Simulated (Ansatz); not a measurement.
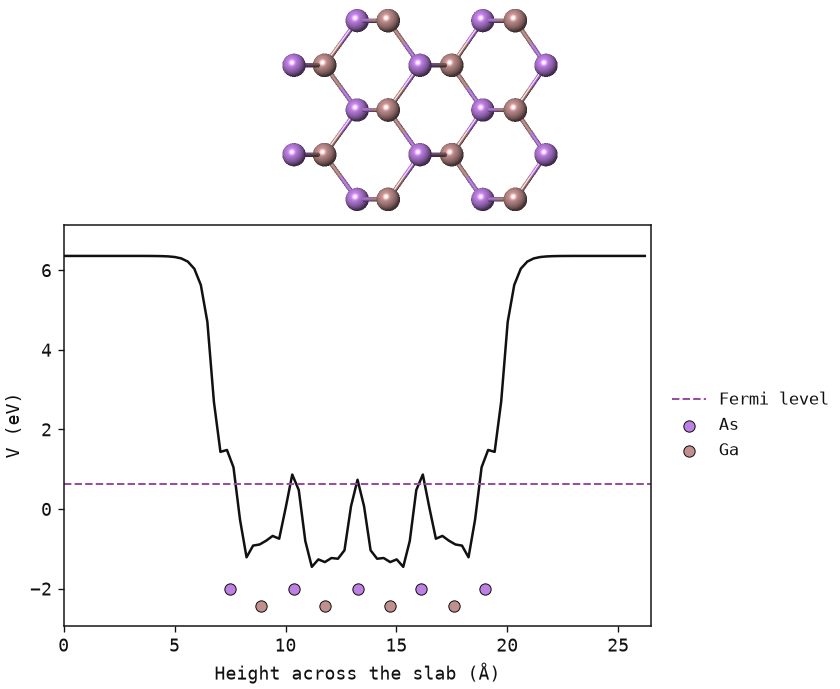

Plane-averaged electrostatic potential energy of an electron across the slab; circles at the bottom mark the heights of the atoms (positions after relaxation). The structure is drawn too. System: a (100) slab cut from GaAs (F-43m), of composition Ga₄As₅ (not the bulk's), ended by As planes, 9 atoms in the cell. Method: DFT PBE, scalar-relativistic, plane waves, PAW, no spin polarisation, 9×9×1 k mesh, 420 eV cutoff, Gaussian smearing of 0.05 eV (Ansatz).

The work function is 5.74 eV, the same on both faces. The two vacuum levels agree, so the slab has no net dipole along its normal. The outermost atoms are 11.5 Å apart, which leaves 15.0 Å of vacuum in a cell 26.5 Å high.
